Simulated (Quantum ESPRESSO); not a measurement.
# 1T-ZrS2, 1 layer: a series in biaxial strain, part 3 of 7

Wanted: a table for 1T-ZrS2, 1 layer against biaxial strain, and what can be fitted to it.

Quantum ESPRESSO 7.5; plane-wave DFT, PBE, GBRV ultrasoft pseudopotentials.

So far. Step 2 (Relaxing cell and ions of the reference):  The last row is no step: it is a fresh SCF in the final cell with a new plane-wave basis, -0 meV from the row before. Step 3 (Relaxing the ions, -4 %): The relaxation lowers the energy by 19 meV an atom.

**4. Ground state, -4 %**

The self-consistent run of this member.

Contents of m0.scf.in:

```
&control
  prefix = 'm0.scf'
  outdir = './out'
  pseudo_dir = './pseudo'
  calculation = 'scf'
  tprnfor = .true.
/
&system
  ibrav = 0
  nat = 3
  ntyp = 2
  ecutwfc = 40
  ecutrho = 200
  occupations = 'smearing'
  smearing = 'fd'
  degauss = 0.002
  nbnd = 16
/
&electrons
  conv_thr = 1e-09
  mixing_beta = 0.4
  electron_maxstep = 120
  mixing_mode = 'plain'
/
ATOMIC_SPECIES
  S   32.0600  s_pbe_v1.4.uspp.F.UPF
  Zr  91.2240  zr_pbe_v1.uspp.F.UPF
CELL_PARAMETERS angstrom
  3.53685907584000 0.00000000000000 0.00000000000000
  -1.76842953792000 3.06300980928000 0.00000000000000
  0.00000000000000 0.00000000000000 18.15080413000000
ATOMIC_POSITIONS crystal
  S   0.666666666700 0.333333333300 0.416511205800
  Zr  0.000000000000 0.000000000000 0.500000000000
  S   0.333333333300 0.666666666700 0.583488794200
K_POINTS automatic
  12 12 1 0 0 0
```

Command:

```sh
$ OMP_NUM_THREADS=1 mpirun -n 4 pw.x -nk 4 -in m0.scf.in > m0.scf.out
```

The log of the run:

```text
[banner, memory and clock lines left out]
Program PWSCF v.7.5 starts
[citation notice left out]

[...]
Message from routine setup:
[...]
bravais-lattice index     =            0
     lattice parameter (alat)  =       6.6837  a.u.
     unit-cell volume          =    1326.9624 (a.u.)^3
     number of atoms/cell      =            3
     number of atomic types    =            2
     number of electrons       =        24.00
     number of Kohn-Sham states=           16
     kinetic-energy cutoff     =      40.0000  Ry
     charge density cutoff     =     200.0000  Ry
     scf convergence threshold =      1.0E-09
     mixing beta               =       0.4000
     number of iterations used =            8  plain     mixing
     Exchange-correlation= SLA  PW   PBE  PBE
                           (   1   4   3   4   0   0   0)

[...]
PseudoPot. # 1 for S  read from file:
     ./pseudo/s_pbe_v1.4.uspp.F.UPF
     Pseudo is Ultrasoft + core correction, Zval =  6.0
     Generated by new atomic code, or converted to UPF format
     Using radial grid of  907 points,  6 beta functions with:
                l(1) =   0
                l(2) =   0
                l(3) =   1
                l(4) =   1
                l(5) =   2
                l(6) =   2
     Q(r) pseudized with  8 coefficients,  rinner =    1.300   1.300   1.300
                                                       1.300   1.300

     PseudoPot. # 2 for Zr read from file:
     ./pseudo/zr_pbe_v1.uspp.F.UPF
     Pseudo is Ultrasoft + core correction, Zval = 12.0
     Generated by new atomic code, or converted to UPF format
     Using radial grid of  887 points,  6 beta functions with:
                l(1) =   0
                l(2) =   0
                l(3) =   1
                l(4) =   1
                l(5) =   2
                l(6) =   2
     Q(r) pseudized with  6 coefficients,  rinner =    1.200   1.200   1.200
                                                       1.200   1.200

     atomic species   valence    mass     pseudopotential
     S                 6.00    32.06000     S ( 1.00)
     Zr               12.00    91.22400     Zr( 1.00)

     12 Sym. Ops., with inversion, found

[...]
number of k points=    19  Fermi-Dirac smearing, width (Ry)=  0.0020
[...]
Dense  grid:    63215 G-vectors     FFT dimensions: (  32,  32, 160)

     Smooth grid:    45445 G-vectors     FFT dimensions: (  27,  27, 144)

     Initial potential from superposition of free atoms

     starting charge      23.9978, renormalised to      24.0000

     negative rho (up, down):  6.024E-02 0.000E+00
     Starting wfcs are   21 randomized atomic wfcs

     per-process dynamical memory:    52.7 Mb

     Self-consistent Calculation

     iteration #  1     ecut=    40.00 Ry     beta= 0.40
     Davidson diagonalization with overlap
     ethr =  1.00E-02,  avg # of iterations =  2.6

     Threshold (ethr) on eigenvalues was too large:
     Diagonalizing with lowered threshold

     Davidson diagonalization with overlap
     ethr =  6.97E-04,  avg # of iterations =  1.3

     negative rho (up, down):  6.102E-02 0.000E+00

     total energy              =    -147.65927635 Ry
     estimated scf accuracy    <       0.17570689 Ry

     iteration #  2     ecut=    40.00 Ry     beta= 0.40
[...]
negative rho (up, down):  6.169E-02 0.000E+00

[...]
total energy              =    -147.67643323 Ry
     estimated scf accuracy    <       0.03127872 Ry

     iteration #  3     ecut=    40.00 Ry     beta= 0.40
[...]
negative rho (up, down):  6.213E-02 0.000E+00

[...]
total energy              =    -147.68379680 Ry
     estimated scf accuracy    <       0.01183158 Ry

     iteration #  4     ecut=    40.00 Ry     beta= 0.40
[...]
negative rho (up, down):  6.267E-02 0.000E+00

[...]
total energy              =    -147.68503505 Ry
     estimated scf accuracy    <       0.00138523 Ry

     iteration #  5     ecut=    40.00 Ry     beta= 0.40
[...]
negative rho (up, down):  6.272E-02 0.000E+00

[...]
total energy              =    -147.68518686 Ry
     estimated scf accuracy    <       0.00049045 Ry

     iteration #  6     ecut=    40.00 Ry     beta= 0.40
[...]
negative rho (up, down):  6.270E-02 0.000E+00

[...]
total energy              =    -147.68525582 Ry
     estimated scf accuracy    <       0.00001054 Ry

[...]
iteration #  9     ecut=    40.00 Ry     beta= 0.40
[...]
negative rho (up, down):  6.268E-02 0.000E+00

[...]
total energy              =    -147.68526677 Ry
     estimated scf accuracy    <       0.00000006 Ry

     iteration # 10     ecut=    40.00 Ry     beta= 0.40
[...]
negative rho (up, down):  6.268E-02 0.000E+00

[...]
total energy              =    -147.68526677 Ry
     estimated scf accuracy    <       0.00000007 Ry

     iteration # 11     ecut=    40.00 Ry     beta= 0.40
[...]
negative rho (up, down):  6.268E-02 0.000E+00

[...]
total energy              =    -147.68526679 Ry
     estimated scf accuracy    <          3.6E-09 Ry

     iteration # 12     ecut=    40.00 Ry     beta= 0.40
[...]
negative rho (up, down):  6.268E-02 0.000E+00

[...]
End of self-consistent calculation

          k = 0.0000 0.0000 0.0000 (  5697 PWs)   bands (ev):

   -50.4202 -28.5191 -28.3209 -28.3209 -14.3162 -13.1857  -5.7449  -4.1294
    -4.1294  -2.8229  -1.5537  -1.5537   0.0747   0.0747   0.6224   3.4923

          k = 0.0000 0.0962 0.0000 (  5681 PWs)   bands (ev):

   -50.4182 -28.5134 -28.3464 -28.3264 -14.2358 -13.1898  -5.6410  -4.3722
    -4.0874  -2.5956  -2.0860  -1.7816   0.1155   0.3457   0.7534   3.1638

[...]
the Fermi energy is    -1.2191 ev

!    total energy              =    -147.68526679 Ry
     estimated scf accuracy    <          3.5E-10 Ry
     smearing contrib. (-TS)   =      -0.00000001 Ry
     internal energy E=F+TS    =    -147.68526678 Ry

     The total energy is F=E-TS. E is the sum of the following terms:
     one-electron contribution =    -656.71825364 Ry
     hartree contribution      =     329.00661802 Ry
     xc contribution           =     -34.74140246 Ry
     ewald contribution        =     214.76777129 Ry

     convergence has been achieved in  12 iterations

     negative rho (up, down):  6.268E-02 0.000E+00

     Forces acting on atoms (cartesian axes, Ry/au):

     atom    1 type  1   force =     0.00000000    0.00000000   -0.00007379
     atom    2 type  2   force =     0.00000000   -0.00000000    0.00000000
     atom    3 type  1   force =     0.00000000    0.00000000    0.00007379

     Total force =     0.000104     Total SCF correction =     0.000056
     SCF correction compared to forces is large: reduce conv_thr to get better values

[...]
```

It took 13 s on 4 MPI ranks of Intel Xeon Platinum 8488C (Sapphire Rapids), shared host; peak memory 0.39 GiB.

Read from the output:

```
free energy                          : -2009.3604 eV
valence top, on the run's zero       : -1.554 eV
conduction bottom, on the run's zero : -0.8689 eV
gap by band count                    : 0.6848 eV
```

**5. Electrostatic potential, -4 %**

plot_num = 11 writes the bare and Hartree potential, from which vacuum levels or, in a crystal, the mean potential are read.

Contents of m0.pot.in:

```
&inputpp
  prefix = 'm0.scf'
  outdir = './out'
  filplot = 'm0.pot.dat'
  plot_num = 11
/
```

Command:

```sh
$ OMP_NUM_THREADS=1 mpirun -n 4 pp.x -in m0.pot.in > m0.pot.out
```

The log of the run:

```text
[banner, memory and clock lines left out]
Program POST-PROC v.7.5 starts

          URL

     ./out/m0.scf.save/

     IMPORTANT: XC functional enforced from input :
     Exchange-correlation= PBE
                           (   1   4   3   4   0   0   0)
     Any further DFT definition will be discarded
     Please, verify this is what you really want

     negative rho (up, down):  6.268E-02 0.000E+00

     Calling punch_plot, plot_num =  11
     Writing data to file  m0.pot.dat
     Message from routine chdens:
     namelist plot not found or invalid, exiting
```

The job ended after 1.4 s (4 MPI ranks; peak memory 0.09 GiB).

Numbers from this step:

| Property | Result |
| --- | --- |
| slope of the potential above | 1.84e-5 eV/Å |
| upper vacuum line continued to the top atoms, over the valence top | 6.151 eV |
| slope of the potential below | -1.45e-5 eV/Å |
| lower vacuum line continued to the bottom atoms, over the valence top | 6.151 eV |
| vacuum level at the upper face over the valence top of the mesh | 6.151 eV |
| vacuum level at the lower face over the valence top of the mesh | 6.151 eV |

Electrostatic potential energy of an electron; zero at the highest filled level of the SCF mesh. The potential energy, planar mean by z:

```tsv
z (Å)	potential energy, planar mean (eV)
0	6.15
1	6.15
2	6.15
3	6.15
4	6.15
5	6.14
6	5.86
7	-0.768
8	-6.85
9	-21.4
10	-5.56
11	-3.95
12	5.68
13	6.13
14	6.15
15	6.15
16	6.15
17	6.15
18	6.15
```

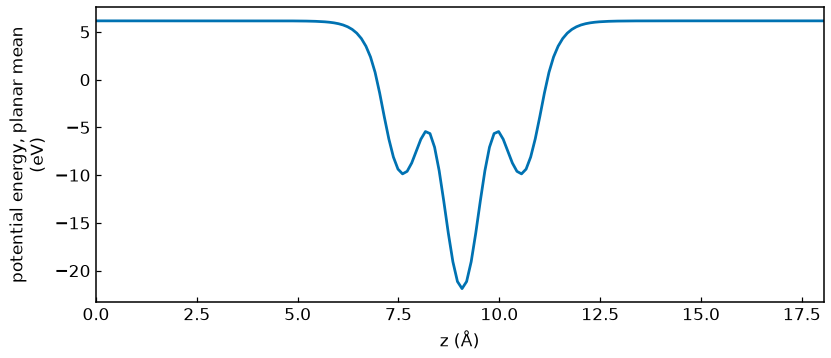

Potential energy, planar mean, plotted against z.

[end of part 3 of 7]

[Logs are printed without paths, hosts, clocks, repeated set-up lines and the standing remarks that a program may print on its own settings, such as how far it seeks lower states.]

[Hosts, paths, dates, database ids (printed as entryN), source tags and the programs' standing remarks are cut or masked in the printed files.]

[Maps of the electrostatic potential energy from Ansatz leave out the sawtooth potential of an applied field or a dipole correction, so their vacuum need not be flat; planar profiles and work functions include it.]
